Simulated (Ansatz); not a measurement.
## Electronic structure of BAs in real space

```
As B
1.0
     4.74494    0.00000    0.00000
     0.00000    0.00000   -4.74494
     0.00000    4.74494    0.00000
As B
4 4
Direct
  0.75000 0.75000 0.25000
  0.25000 0.75000 0.75000
  0.25000 0.25000 0.25000
  0.75000 0.25000 0.75000
  0.50000 0.50000 0.00000
  0.00000 0.50000 0.50000
  0.00000 0.00000 0.00000
  0.50000 0.00000 0.50000
```

Space group F-43m; computed pressure about 21 GPa in this cell.

Computed with Kohn-Sham DFT of a periodic cell, exchange-only PBE, Ansatz PAW in Ansatz.

The density is the valence pseudo-density of a PAW calculation; it isn't the true density close to the nuclei.

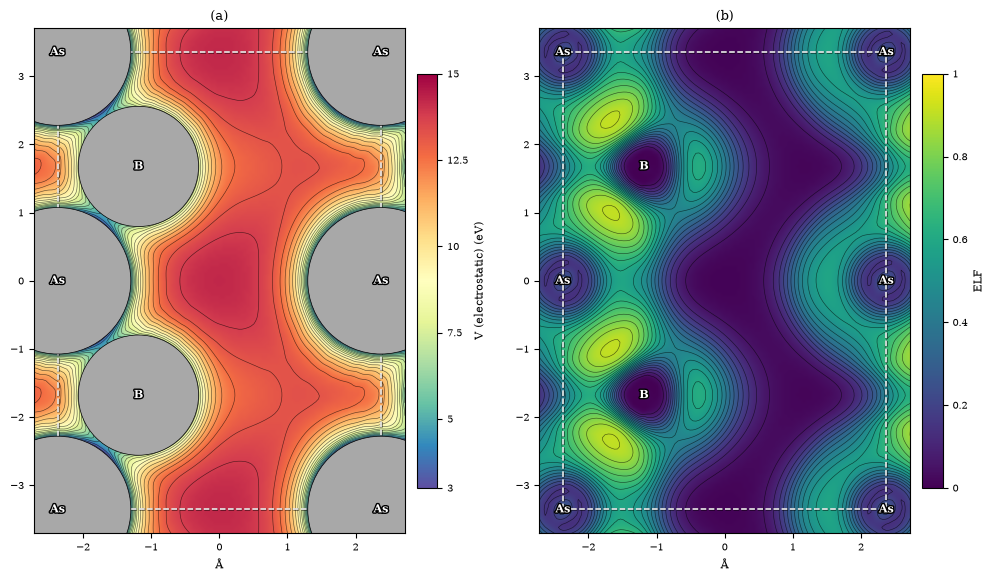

Figure 1. (a) electrostatic potential (local pseudopotential plus Hartree) felt by an electron; (b) electron localisation function on the (110) plane of the conventional cell. Grey discs cover the atomic cores in the potential map.

Q: Read the bonding off the picture.

A: Atoms in the plane: As and B. B–As (2.05 Å): the ELF peaks at about 0.90 between the atoms: a shared electron pair. Outside the cores the potential energy rises away from the atoms and is highest about 2.0 Å from the nearest atoms; its zero is arbitrary.

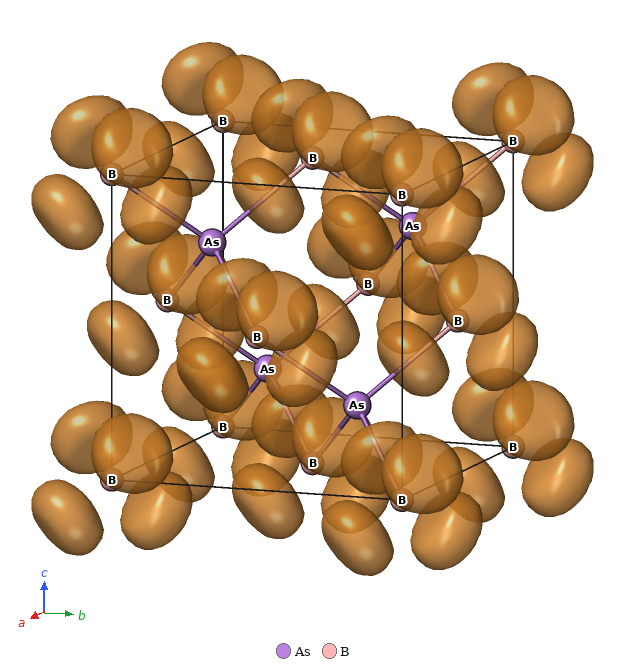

Figure 2. Isosurface of the ELF at 0.7 (orange), seen slightly off an axis. Core shells and regions of very low density are left out. Sticks mark near contacts.

Q: Identify the bonds, lone pairs and shells in this picture.

A: The surface consists of 16 regions between bonded As–B atoms (shared pairs), counted in one cell of 8 atoms. Regions shared between cells count once.

Q: Does the calculation make it a metal, or give it a gap?

A: It is gapped, with a Kohn–Sham gap of 1.4 eV on the k-point mesh (the band edges may lie off the mesh, which would make the gap smaller).
